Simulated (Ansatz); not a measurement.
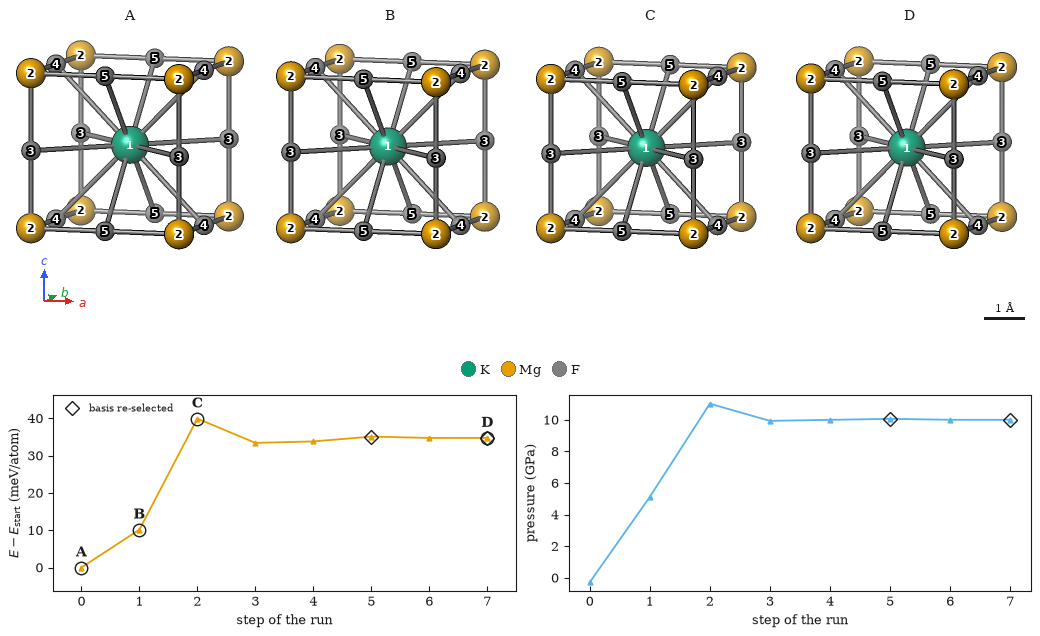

Frames of a relaxation of a crystal of KMgF3 (set up in Pm-3m), marked on the history of the run. A ball-and-stick model of the cell of the calculation, seen slightly off an axis.

The run lets cell and atoms move.

Theory: Kohn-Sham DFT of a periodic cell, r2SCAN, Ansatz PAW in Ansatz 0.2.0.

Input file:
```yaml
crystal:
  lattice:
    - [3.9859, 0.0, 0.0]
    - [0.0, 3.9859, 0.0]
    - [0.0, 0.0, 3.9859]
  atoms:
    - { symbol: K, position: [0.5, 0.5, 0.5] }
    - { symbol: Mg, position: [0.0, 0.0, 0.0] }
    - { symbol: F, position: [0.0, 0.0, 0.5] }
    - { symbol: F, position: [0.0, 0.5, 0.0] }
    - { symbol: F, position: [0.5, 0.0, 0.0] }
hamiltonian:
  xc: r2scan
  pseudopotentials: { kind: paw }
kpoints:
  mp_grid: { grid: [7, 7, 7] }
scf:
  occupations: { method: fermi_dirac, width: 0.05 }
output:
  forces: true
  stress: true
  eigenvalues: true
relax:
  f_tol: 0.01
  max_steps: 40
  cell: { stress_tol: 0.05, p_target: 10.0 }
```

Launched with:
```bash
ansatz run input.yaml --threads 2 --pin off --max-ram 5632MiB --backend cpu --events-out ev --progress --plain --runs-dir out
```

Question: Describe the path.

Answer: Over 5 accepted moves (7 points after the start) the energy rises by 34.7 meV per atom. With the target pressure of 10 GPa, the enthalpy E + pV changes by −44.6 meV per atom. All forces vanish by symmetry, so only the cell relaxes. The pressure goes from −0.29 to 10.00 GPa. The SCF was repeated twice at an unchanged geometry on a basis and grid sized afresh for the cell, which shifted the energy by 1.3 meV per atom at most. No atom moves by more than 0.005 Å relative to the cell. Cell: a = b = c 3.986 → 3.848 Å (−3.5 %). Volume −10.0 %. Some distances before and after: K1–Mg2 3.452 → 3.332 Å, K1–F3 2.818 → 2.721 Å, Mg2–F3 1.993 → 1.924 Å. The space group stays Pm-3m (No. 221). From step 0 to 1: volume −6.0 %, energy +10.1 meV per atom. From step 1 to 2: volume −5.1 %, energy +29.8 meV per atom. From step 2 to 7: volume +0.9 %, energy −5.2 meV per atom.
